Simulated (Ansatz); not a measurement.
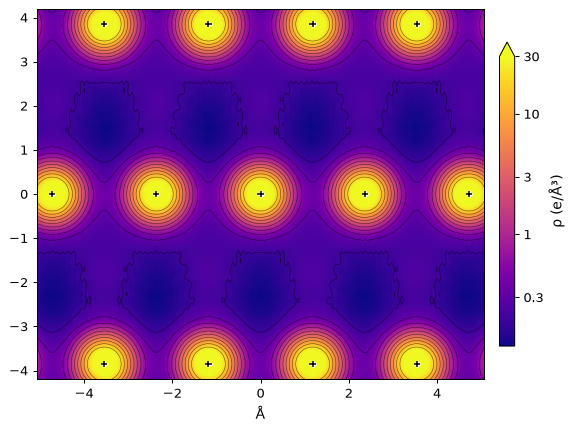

The valence charge density (pseudo) on a plane through atoms (crosses mark nuclei in the plane).

The calculation used Ansatz 0.2.0, DFT PBEsol, scalar-relativistic, plane waves, PAW.

Candidates:
A. Al, a = 2.67 Å, b = 2.67 Å, c = 4.87 Å, α = 90.00°, β = 90.00°, γ = 120.00°. Space group P6₃/mmc; a structure from a database of computed crystals, not necessarily the ambient phase; changed on purpose from its base cell (strain -0.0500 x Voigt [1, 1, 0, 0, 0, 0], atoms carried along); computed pressure about 9 GPa in this cell.
B. Cu, a = 2.36 Å, b = 7.70 Å, c = 2.64 Å, α = 90.00°, β = 90.00°, γ = 90.00°. Space group Cmcm; a structure from a database of computed crystals, not necessarily the ambient phase; computed without spin polarisation.

**Which candidate gave the map?**

Candidate B: Cu on the (001) plane of the conventional cell, which holds Cu. Cu–Cu (2.36 Å): ρ is about 0.36 e/Å³ halfway.
